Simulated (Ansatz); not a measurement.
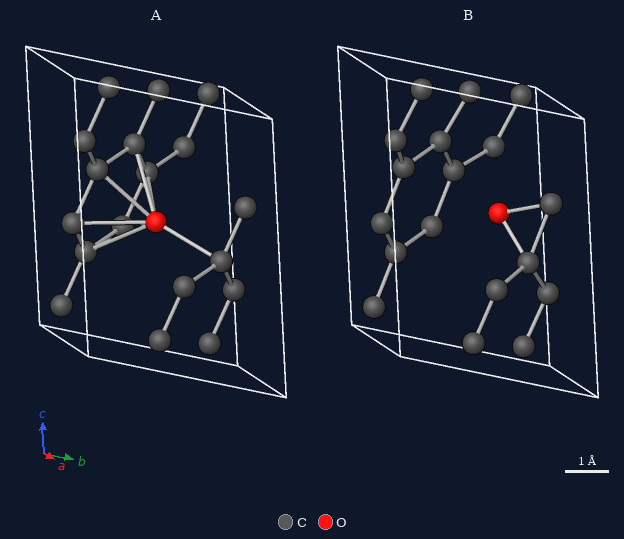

Two geometries of a defect cell of composition C$_{18}$O, drawn at one scale. One is the start of a relaxation, the other its converged end. Style: ball-and-stick. Shown: the cell of the calculation (origin shifted), slightly off an axis.

The calculation used Ansatz, DFT PBE+D3(BJ), scalar-relativistic, plane waves, PAW. (plane-wave cutoff 420 eV; k-point mesh 3 × 3 × 2; occupations gaussian; smearing width 0.01 eV; mesh shifted by (0, 0, 0.5); no spin polarisation; atoms relaxed in a fixed cell; force threshold 0.025 eV/Å; at most 45 steps)

Q: Which one is relaxed?

A: Structure B is the relaxed one. Case: O interstitial, charge +0, atoms relaxed at the host's cell. Over 9 accepted moves (11 points after the start) the energy falls by 3.153 eV per cell of the calculation. The largest force component goes from 6.2 to 0.013 eV/Å. The line search rejected the trial steps at points 7, 9 of the run. The O atom moves most: 0.78 Å roughly along [1 2 1]. Largest moves by element: O 0.78 Å, C 0.19 Å. The cell stays as it was. Some distances before and after: C–O 2.330 → 1.424 Å, C–O 1.969 → 2.783 Å, C–O 2.125 → 2.920 Å, C–O 1.903 → 2.507 Å. New bonds form, among them: C–O (2.33 → 1.42 Å). Bond angles that change, for instance: C–C–C 120.0° → 116.8°, C–C–C 120.0° → 122.7°.

Limits of the set-up: the periodic images lie only 5.1 Å apart, so the values are limited by the cell's size.
